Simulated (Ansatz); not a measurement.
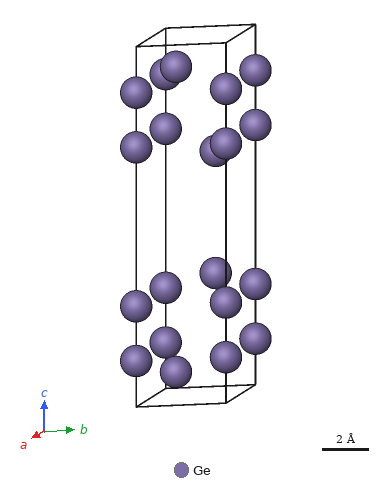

The image is a spheres-only drawing of a crystal, viewed slightly off an axis. The lines enclose the conventional unit cell; boundary atoms appear with their images. Cell: a = 4.004 Å, b = 4.004 Å, c = 16.145 Å, α = 90.00°, β = 90.00°, γ = 120.00°.

Notes on the structure:

The element is germanium. Its lattice is primitive hexagonal, its space group P-6m2 (No. 187). The cell holds eight atoms.

The structure comes from a structure listed in the Materials Project. The cell was then strained or its atoms displaced on purpose. An electronic-structure calculation with Ansatz was run on it.
